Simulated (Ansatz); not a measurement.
## Al₁₆P₁₆H (charge −1): geometry relaxation (part 1 of 3)

The run: geometry relaxation of Al₁₆P₁₆H (defect cell, 33 atoms in the cell, total charge −1). Method and program: DFT PBEsol, scalar-relativistic, plane waves, PAW, no spin polarisation (Ansatz 0.2.0).

The structure derives from a Materials Project entry. It belongs to a series of runs on one base structure; here: H interstitial, charge -1, atoms relaxed.

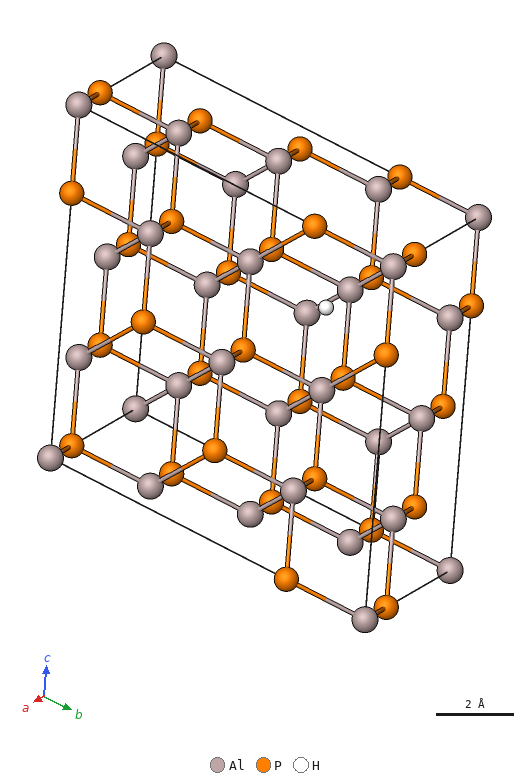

The input geometry (ball-and-stick view of the cell of the calculation, seen slightly off an axis).

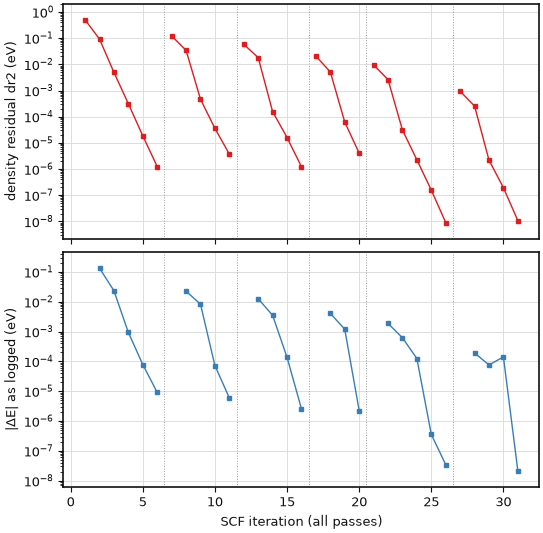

Convergence of the self-consistent field: density residual dr2 and size of the energy change against the SCF iteration. The dotted lines part the SCF passes of the relaxation: geometry steps, rejected trials and re-solves on a re-selected basis. The 6 passes take 4 to 6 iterations each, 31 in all.

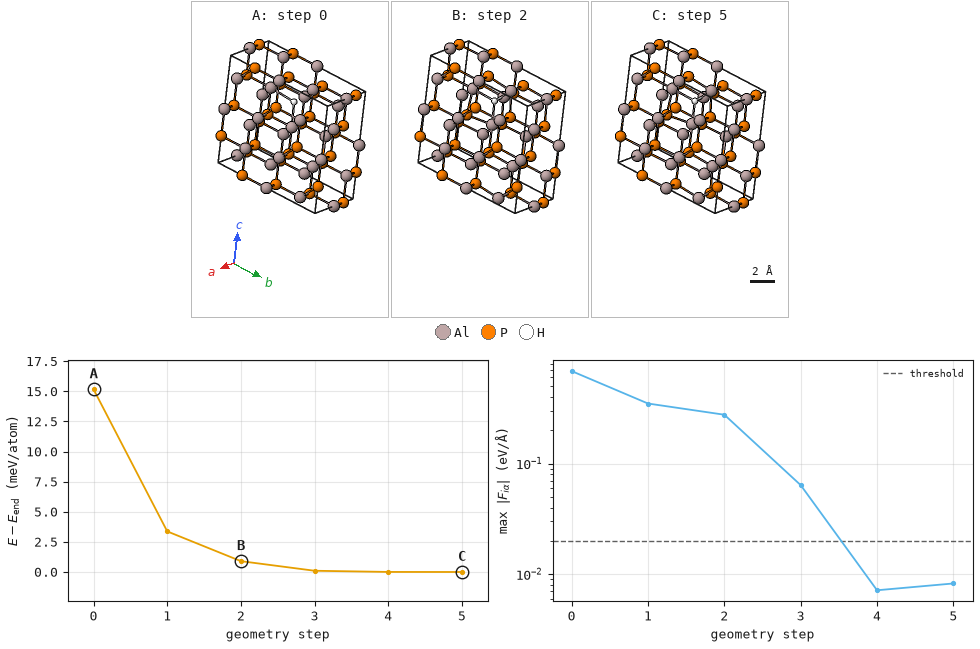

Frames of the relaxation (ball-and-stick view of the cell of the calculation (origin shifted), seen slightly off an axis) above the curves, on which the letters mark them (the first geometry is step 0 here and step 1 in the log).

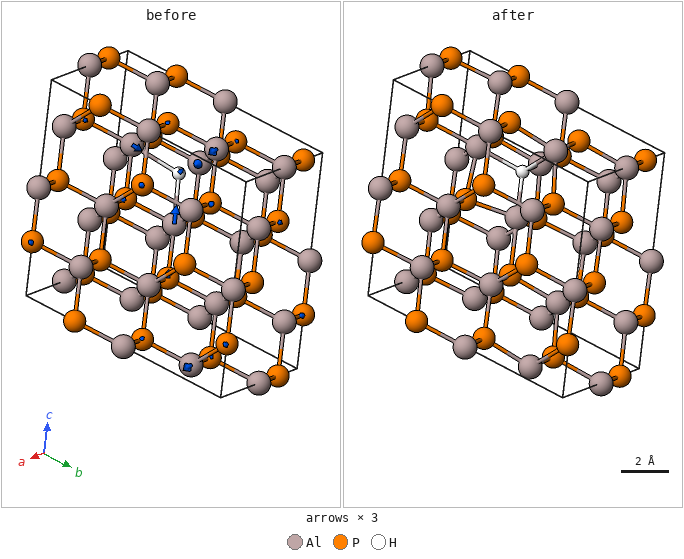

Before (left) and after (right) the relaxation, at one scale (ball-and-stick view of the cell of the calculation (origin shifted), seen slightly off an axis). The blue arrows give the displacements, magnified 3 times. The largest move is that of Al10, 0.29 Å. Largest moves by element: Al 0.29 Å, P 0.13 Å, H 0.11 Å. The cell doesn't change. Among the contacts that change: Al9–H33 2.469 → 2.203 Å, Al11–H33 2.432 → 2.207 Å, Al10–H33 2.222 → 2.016 Å, Al15–H33 2.368 → 2.208 Å. Among the angles that change: Al10–P22–Al11 109.5° → 94.9°, Al11–P27–Al15 109.5° → 98.5°, P26–Al10–H33 69.0° → 79.0°. Over 5 geometry steps the energy falls by 15.2 meV per atom. The largest force component goes from 0.69 to 0.0082 eV/Å. (Atoms are counted from 1 in the order of the input.)

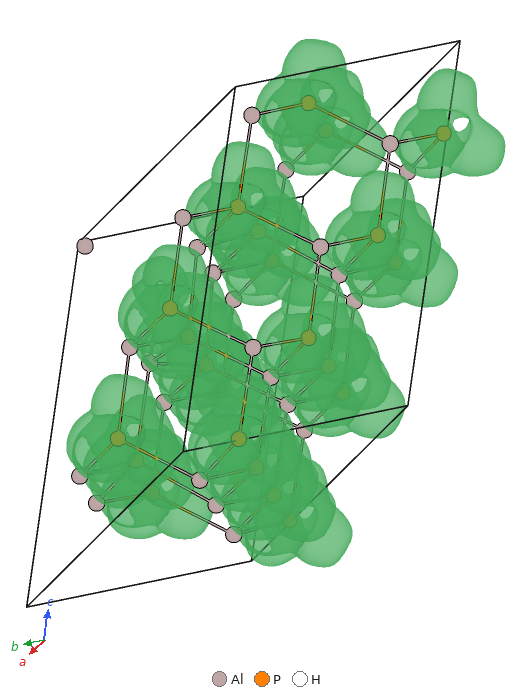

Isosurface of the electron localisation function at 0.75 (green), seen at an oblique angle. Core shells and regions of very low density are left out. Sticks mark near contacts. The outline is the calculation cell. Values along the shortest contacts: Al–P (2.36 Å): the ELF peaks at about 0.95 between the atoms, which marks a shared electron pair. Core electrons are frozen (PAW), so the fields are smoothed inside the atomic spheres.

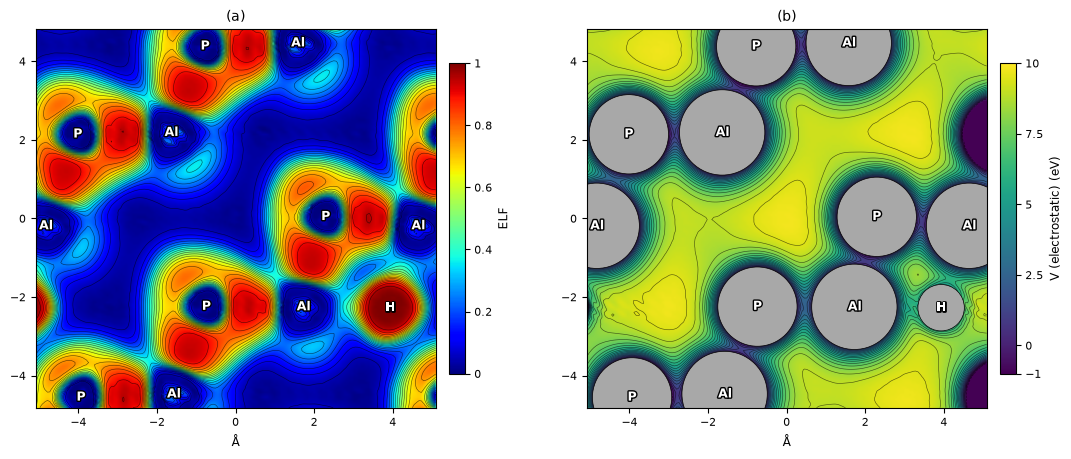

(a) electron localisation function; (b) electrostatic potential energy of an electron on the (101̄) plane of the calculation cell. Grey discs, where drawn, cover atomic cores. The plane passes through Al, P and H nuclei. Al–P (2.47 Å): the ELF peaks at about 0.95 between the atoms (a shared electron pair). Outside the cores the potential energy rises away from the atoms and is highest about 2.2 Å from the nearest atoms; outside the discs it spans about 11 eV, and its zero is arbitrary.

The input and output of the run follow.

The input
```yaml
crystal:
  lattice:
    - [-5.4711284545, 5.4711284545, -5.4711284545]
    - [5.4711284545, -5.4711284545, -5.4711284545]
    - [-5.4711284545, -5.4711284545, 5.4711284545]
  atoms:
    - { symbol: Al, position: [0.5, 0.25, 0.25] }
    - { symbol: Al, position: [0.25, 0.25, 0.5] }
    - { symbol: Al, position: [0.0, 0.25, 0.75] }
    - { symbol: Al, position: [0.75, 0.0, 0.25] }
    - { symbol: Al, position: [0.75, 0.25, 0.0] }
    - { symbol: Al, position: [0.5, 0.0, 0.5] }
    - { symbol: Al, position: [0.25, 0.0, 0.75] }
    - { symbol: Al, position: [0.0, 0.75, 0.25] }
    - { symbol: Al, position: [1.0, 1.0, 1.0] }
    - { symbol: Al, position: [0.75, 0.75, 0.5] }
    - { symbol: Al, position: [0.5, 0.75, 0.75] }
    - { symbol: Al, position: [0.25, 0.5, 0.25] }
    - { symbol: Al, position: [0.25, 0.75, 0.0] }
    - { symbol: Al, position: [0.0, 0.5, 0.5] }
    - { symbol: Al, position: [0.75, 0.5, 0.75] }
    - { symbol: Al, position: [0.5, 0.5, 0.0] }
    - { symbol: P, position: [0.5, 0.0, 0.25] }
    - { symbol: P, position: [0.25, 0.0, 0.5] }
    - { symbol: P, position: [0.0, 0.0, 0.75] }
    - { symbol: P, position: [0.75, 0.75, 0.25] }
    - { symbol: P, position: [0.75, 0.0, 0.0] }
    - { symbol: P, position: [0.5, 0.75, 0.5] }
    - { symbol: P, position: [0.25, 0.75, 0.75] }
    - { symbol: P, position: [0.0, 0.5, 0.25] }
    - { symbol: P, position: [0.0, 0.75, 0.0] }
    - { symbol: P, position: [0.75, 0.5, 0.5] }
    - { symbol: P, position: [0.5, 0.5, 0.75] }
    - { symbol: P, position: [0.25, 0.25, 0.25] }
    - { symbol: P, position: [0.25, 0.5, 0.0] }
    - { symbol: P, position: [0.0, 0.25, 0.5] }
    - { symbol: P, position: [0.75, 0.25, 0.75] }
    - { symbol: P, position: [0.5, 0.25, 0.0] }
    - { symbol: H, position: [0.7469733644, 0.7418334765, 0.7306617561] }
total_charge: -1
basis:
  ecutwfc: 420
  xc_grid: 2
kpoints:
  mp_grid: { grid: [2, 2, 2], shift: [0.5, 0.5, 0.5] }
hamiltonian:
  xc: pbesol
scf:
  occupations: { method: gaussian, width: 0.02 }
output:
  forces: true
  stress: false
  eigenvalues: true
  write_density: true
  write_potential: true
  elf: true
  volumetric_format: npy
relax:
  adjacent_minimum: "off"
  f_tol: 0.02
  max_steps: 60
```

Command:
```bash
ansatz run input.yaml --threads 4 --pin off --max-ram 8192MiB --backend cpu --events-out ev --progress --plain --runs-dir out
```

Log
```
Engine: ansatz 0.2.0, aarch64-unknown-linux-gnu
Pseudopotentials: kind: paw
Pseudopotential: Al, paw, valence charge 3, recommended cutoff 420 eV (normal), Al.paw.azcp
Pseudopotential: P, paw, valence charge 5, recommended cutoff 420 eV (normal), P.paw.azcp
Pseudopotential: H, paw, valence charge 1, recommended cutoff 420 eV (normal), H.paw.azcp
Functional definition: PBEsol
  exchange = pbesol_x
  correlation = pbesol_c
Crystal: 33 atoms, lattice volume = 655.075 Å³
Basis set: ecut = 420 eV, 12839 PW (Γ), exchange–correlation on 128×128×128 points (8 copies of the dense FFT grid, shifted against one another)
Bands: 98, of which v1, the nominal top of the filled ones, is band 65 counted from 1 (64 counted from 0)
Symmetry: 1 space group operations
Space group: P1 (ITA 1), of the structure as read, at distance tolerance 8.7e-5 Å
k-points: 4 of 8 (time reversal used)
Non-local potential: Al, projectors of the file, l = 0: 2, l = 1: 2, l = 2: 1
Non-local potential: P, projectors of the file, l = 0: 2, l = 1: 2, l = 2: 2
Non-local potential: H, projectors of the file, l = 0: 2, l = 1: 1
PAW form: soft (Blöchl's): semilocal exchange-correlation on the pseudo side does not see the compensation charge
PAW frozen core: Al, regenerated for the run's functional, and the local potential with it (the file was generated under x = pbe(κ = 0.804, μ = 0.2195149727645171), c = pbe(β = 0.06672455060314922))
PAW frozen core: P, regenerated for the run's functional, and the local potential with it (the file was generated under x = pbe(κ = 0.804, μ = 0.2195149727645171), c = pbe(β = 0.06672455060314922))
PAW one-centre angular grid: Al, 110 points (default); XC on 64 Gauss nodes
PAW one-centre angular grid: P, 110 points (default); XC on 64 Gauss nodes
PAW one-centre angular grid: H, 110 points (default); XC on 64 Gauss nodes
Initial density: superposition of atomic densities (neutral atoms scaled as one to the charged cell's electrons: chi_scale 0, normalization atom), corrected by the library's trained network
Initial wavefunctions: pseudopotential atomic-orbital guess
Functional: x = pbesol(κ = 0.804, μ = 0.12345679012345678), c = pbesol(β = 0.046)
SCF iter   1: F=—  HF=-20260.146523 eV  |F-HF|=—  |Δ(HF+E_count)|=         —  Δρ=6.19e-3  dr2=5.01e-1  ethr=1.77e-3  ⟨swp⟩=8.5  Hψ=2061  notcnv=0  defer=34
preconditioner: auto → Resta (q_TF=auto, 2.084 Å⁻¹)  ε∞=4.9  [insulator: Δε(μ)=1.388 eV  Ē_g=8.397 eV  σ=0.020 eV  W_gap=1.00  n_scr=86 (ndim 8)  ℏωp=16.5 eV  f_vac=0.000  D(μ)=0.00/eV (n_scr^D=0)  ε∞_Penn≈4.9]
SCF iter   2: F=—  HF=-20260.012912 eV  |F-HF|=—  |Δ(HF+E_count)|=   1.34e-1  Δρ=2.70e-3  dr2=9.24e-2  ethr=3.85e-4  ⟨swp⟩=3.8  Hψ=680  notcnv=0  defer=105
SCF iter   3: F=—  HF=-20259.989507 eV  |F-HF|=—  |Δ(HF+E_count)|=   2.34e-2  Δρ=6.97e-4  dr2=4.92e-3  ethr=7.11e-5  ⟨swp⟩=2.2  Hψ=513  notcnv=0  defer=105
SCF iter   4: F=—  HF=-20259.990439 eV  |F-HF|=—  |Δ(HF+E_count)|=   9.33e-4  Δρ=1.54e-4  dr2=3.13e-4  ethr=3.78e-6  ⟨swp⟩=2.0  Hψ=543  notcnv=0  defer=105
SCF iter   5: F=—  HF=-20259.990518 eV  |F-HF|=—  |Δ(HF+E_count)|=   7.86e-5  Δρ=4.59e-5  dr2=1.86e-5  ethr=2.41e-7  ⟨swp⟩=2.0  Hψ=476  notcnv=0  defer=105
SCF iter   6: F=-20259.990526 eV  HF=-20259.990527 eV  |F-HF|=8.18e-7  |Δ(HF+E_count)|=   9.11e-6  Δρ=1.02e-5  dr2=1.25e-6  ethr=7.69e-9  ⟨swp⟩=26.2  Hψ=4507  notcnv=0
SCF 1 converged in 6 iterations: F = -20259.990526 eV  dr2 = 1.25e-6
  greatest PAW one-centre occupation: 0.780 electrons in one spin orbital (limit 2), on the P atom at site 19 (counted from 0), in its partial waves of l = 0
relax step   1: F+E_penalty+E_count = -20259.99052642 eV  Δ(F+E_penalty+E_count) = +0.000e0 eV  max|allowed force component| = 6.853e-1 eV/Å  Δτ_max = 0.0000 Å  (6 SCF iters, dr2 threshold 1.00e-5 eV, accepted)
Initial density: handed on by an earlier stage of this run
Initial wavefunctions: those handed on with the density
iter 1 solved again at ethr=9.33e-5 eV; its pass at ethr=3.10e-3 eV (dr2=1.21e-1 eV) is discarded
SCF iter   1: F=—  HF=-20260.410678 eV  |F-HF|=—  |Δ(HF+E_count)|=         —  Δρ=4.50e-3  dr2=1.22e-1  ethr=9.33e-5  ⟨swp⟩=2.0  Hψ=1652  notcnv=0  defer=105
preconditioner: auto → Resta (q_TF=auto, 2.084 Å⁻¹)  ε∞=4.8  [insulator: Δε(μ)=1.704 eV  Ē_g=8.449 eV  σ=0.020 eV  W_gap=1.00  n_scr=86 (ndim 8)  ℏωp=16.5 eV  f_vac=0.000  D(μ)=0.00/eV (n_scr^D=0)  ε∞_Penn≈4.8]
SCF iter   2: F=—  HF=-20260.388050 eV  |F-HF|=—  |Δ(HF+E_count)|=   2.26e-2  Δρ=2.39e-3  dr2=3.43e-2  ethr=9.33e-5  ⟨swp⟩=2.0  Hψ=291  notcnv=0  defer=105
SCF iter   3: F=—  HF=-20260.379775 eV  |F-HF|=—  |Δ(HF+E_count)|=   8.28e-3  Δρ=2.29e-4  dr2=4.65e-4  ethr=2.64e-5  ⟨swp⟩=2.2  Hψ=518  notcnv=0  defer=105
SCF iter   4: F=—  HF=-20260.379848 eV  |F-HF|=—  |Δ(HF+E_count)|=   7.25e-5  Δρ=6.40e-5  dr2=3.58e-5  ethr=3.58e-7  ⟨swp⟩=3.0  Hψ=543  notcnv=0  defer=105
SCF iter   5: F=-20260.379852 eV  HF=-20260.379854 eV  |F-HF|=1.33e-6  |Δ(HF+E_count)|=   5.96e-6  Δρ=1.63e-5  dr2=3.73e-6  ethr=2.26e-8  ⟨swp⟩=23.8  Hψ=4597  notcnv=0
SCF 2 converged in 5 iterations: F = -20260.379852 eV  dr2 = 3.73e-6
relax step   2: F+E_penalty+E_count = -20260.37985227 eV  Δ(F+E_penalty+E_count) = -3.893e-1 eV  max|allowed force component| = 3.488e-1 eV/Å  Δτ_max = 0.1950 Å  (5 SCF iters, dr2 threshold 2.93e-5 eV, accepted)
SCF iter   1: F=—  HF=-20260.477437 eV  |F-HF|=—  |Δ(HF+E_count)|=         —  Δρ=3.24e-3  dr2=5.83e-2  ethr=5.61e-4  ⟨swp⟩=6.0  Hψ=1139  notcnv=0  defer=87
preconditioner: auto → Resta (q_TF=auto, 2.084 Å⁻¹)  ε∞=4.8  [insulator: Δε(μ)=2.052 eV  Ē_g=8.442 eV  σ=0.020 eV  W_gap=1.00  n_scr=86 (ndim 8)  ℏωp=16.5 eV  f_vac=0.000  D(μ)=0.00/eV (n_scr^D=0)  ε∞_Penn≈4.8]
SCF iter   2: F=—  HF=-20260.464847 eV  |F-HF|=—  |Δ(HF+E_count)|=   1.26e-2  Δρ=1.78e-3  dr2=1.81e-2  ethr=4.48e-5  ⟨swp⟩=2.0  Hψ=595  notcnv=0  defer=105
SCF iter   3: F=—  HF=-20260.461334 eV  |F-HF|=—  |Δ(HF+E_count)|=   3.51e-3  Δρ=1.60e-4  dr2=1.57e-4  ethr=1.39e-5  ⟨swp⟩=2.0  Hψ=543  notcnv=0  defer=105
SCF iter   4: F=—  HF=-20260.461471 eV  |F-HF|=—  |Δ(HF+E_count)|=   1.37e-4  Δρ=4.17e-5  dr2=1.60e-5  ethr=1.21e-7  ⟨swp⟩=2.2  Hψ=551  notcnv=0  defer=105
SCF iter   5: F=-20260.461473 eV  HF=-20260.461474 eV  |F-HF|=1.98e-7  |Δ(HF+E_count)|=   2.57e-6  Δρ=1.03e-5  dr2=1.23e-6  ethr=5.85e-9  ⟨swp⟩=21.5  Hψ=4048  notcnv=0
SCF 3 converged in 5 iterations: F = -20260.461473 eV  dr2 = 1.23e-6
  greatest PAW one-centre occupation: 0.780 electrons in one spin orbital (limit 2), on the P atom at site 27 (counted from 0), in its partial waves of l = 0
relax step   3: F+E_penalty+E_count = -20260.46147341 eV  Δ(F+E_penalty+E_count) = -8.162e-2 eV  max|allowed force component| = 2.762e-1 eV/Å  Δτ_max = 0.1374 Å  (5 SCF iters, dr2 threshold 7.60e-6 eV, accepted)
```
